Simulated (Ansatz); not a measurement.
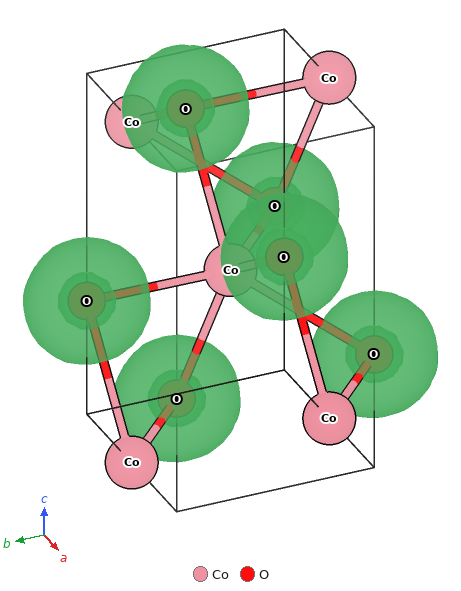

Figure 1: CoO. Isosurface of the electron localisation function at 0.7 (green), seen at an oblique angle. Only the valence region is drawn (cores and ρ < 0.01 e/Å³ removed). Sticks mark near contacts.

Space group Amm2; a generated structure, not necessarily the stable one; computed pressure about 8 GPa in this cell; spin-polarised.

These are results of Ansatz 0.2.0, Kohn-Sham DFT of a periodic cell, PBE, Ansatz PAW, not measurements.

Core electrons are frozen (PAW), and the valence fields are smoothed inside the atomic spheres.

Input

```
crystal:
  lattice:
    - [2.715312, 0.0, 0.0]
    - [-1.3576608, 2.44951, 0.0]
    - [0.0, 0.0, 2.72172]
  atoms:
    - { symbol: Co, position: [0.0, 0.0, 0.5], spin: 2.0 }
    - { symbol: O, position: [0.66667, 0.33333, 0.0] }
hamiltonian:
  xc: pbe
  pseudopotentials: { kind: paw }
magnetization:
  spin_polarized: true
kpoints:
  mp_grid: { grid: [8, 8, 7] }
scf:
  occupations: { method: fermi_dirac, width: 0.05 }
output:
  forces: true
  stress: true
  eigenvalues: true
  write_density: true
  write_potential: true
  elf: true
  volumetric_format: npy
relax:
  f_tol: 0.01
  max_steps: 40
```

Run with:

```sh
ansatz run input.yaml --threads 2 --pin off --max-ram 5632MiB --backend cpu --events-out ev --progress --plain --runs-dir out
```

Below, planes, directions and counts refer to the conventional cell (a = 2.72 Å, b = 2.72 Å, c = 4.90 Å, α = 90.00°, β = 90.00°, γ = 90.00°).

The fields are those of the run's last geometry, not of the input's.

Question: Identify the bonds, lone pairs and shells in this picture.

Answer: The surface consists of two regions wrapped around O (the valence shell of each), counted in one cell of 4 atoms. Any copies at cell faces, edges or corners count once.

Values along the shortest contacts:
Co–O (2.09 Å): the ELF peaks at about 0.80 in the valence shell of O, 0.6 Å from its nucleus, and is about 0.15 at the midpoint; no localised pair shows between them.
